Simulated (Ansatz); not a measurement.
```
CELL_PARAMETERS angstrom
5.95118 0.00000 0.00000
0.00000 0.00000 -5.95118
0.00000 5.95118 0.00000
ATOMIC_POSITIONS crystal
Mo 0.50000 0.50000 0.00000
Mo 0.00000 0.50000 0.50000
Mo 0.00000 0.00000 0.00000
Mo 0.50000 0.00000 0.50000
S 0.25000 0.75000 0.25000
S 0.75000 0.75000 0.75000
S 0.75000 0.25000 0.25000
S 0.25000 0.25000 0.75000
```

Space group F-43m; started from the zinc blende prototype, which need not be the ambient phase; Hubbard U of 4.38 eV on Mo d only; spin-polarised.

All numbers below come from Ansatz, DFT PBE+U, scalar-relativistic, plane waves, PAW.

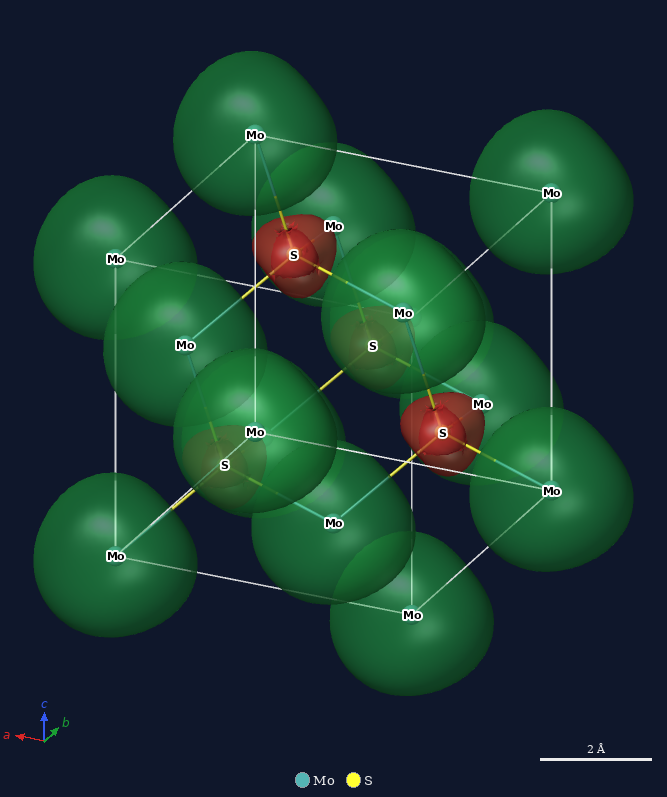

MoS. Isosurfaces of the magnetisation density (up minus down) at +0.06 (green) and −0.06 e/Å³ (red), seen at an oblique angle. Sticks mark near contacts.

**Where is the spin, and how is it ordered?**

The spin density sits on Mo: +3.0 μB (×4) in one cell of 8 atoms, with smaller moments on other sites: S (up to −0.23 μB): parallel main moments, as they must be, since the calculation's own cell holds one magnetic site. The cell of the calculation (2 atoms) carries 4.0 μB of net spin moment.
